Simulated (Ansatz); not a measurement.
# Does disorder add resistance in series? Ag(111) layers with 50 % Li

Two lengths of the disordered region are known. What area resistance does the third give?

**Method.** Ansatz 0.2.0, plane waves with PAW datasets at their recommended cutoffs (420 eV for most), Fermi-Dirac smearing; ballistic transmission by layer matching. The area resistance is RA = A (h/2e²)(1/T − 1/N), with T the zone-mean transmission per spin and N the lead's channels, both averaged over a few energies near the Fermi level; for magnets each spin is taken apart, with h/e², and the two conduct in parallel. Lateral cell 2x2, PBE, a fresh random draw for each length.

Results; the value marked ? is to be predicted:

```tsv
length (Å)	channels N	RA (fΩ m²)
9.44	3.234	0.353
18.9	3.266	0.564
28.3	3.266	?
```

**Estimate by hand.**

Ohm's law makes RA linear in the length: the slope is (0.564 − 0.353)/(18.9 − 9.44) = 0.0223 fΩ m² per Å, or 22 µΩ cm. Then 0.564 + 0.0223 × 9.44. Predicted: 0.775 fΩ m².

Check against the run:

0.895 fΩ m², so the prediction is 13 % too low. The three lengths together give 29 µΩ cm. The two increments are 0.21 and 0.33 fΩ m²; with one draw for each length, their difference can't be told from scatter.

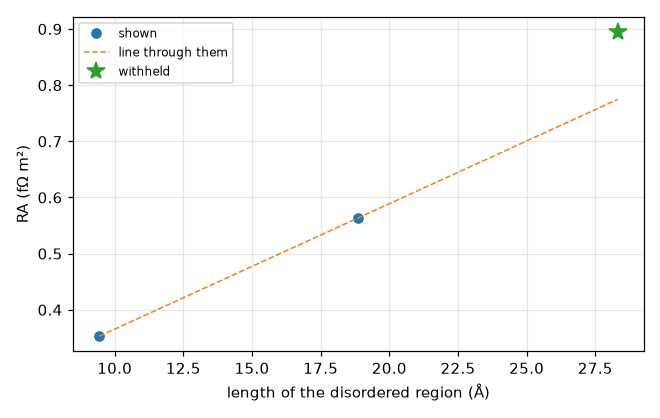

Area resistance against length.

**Limits.** The scatterers repeat sideways with the small cell. The slope is a raw one; a model of isotropic scattering puts it 1.04 times the bulk value over these lengths. Atoms sit unrelaxed on the host's lattice, and the pair may not mix at random in practice.

[Logs are printed without paths, hosts, clocks, repeated set-up lines and the standing remarks that a program may print on its own settings, such as how far it seeks lower states.]
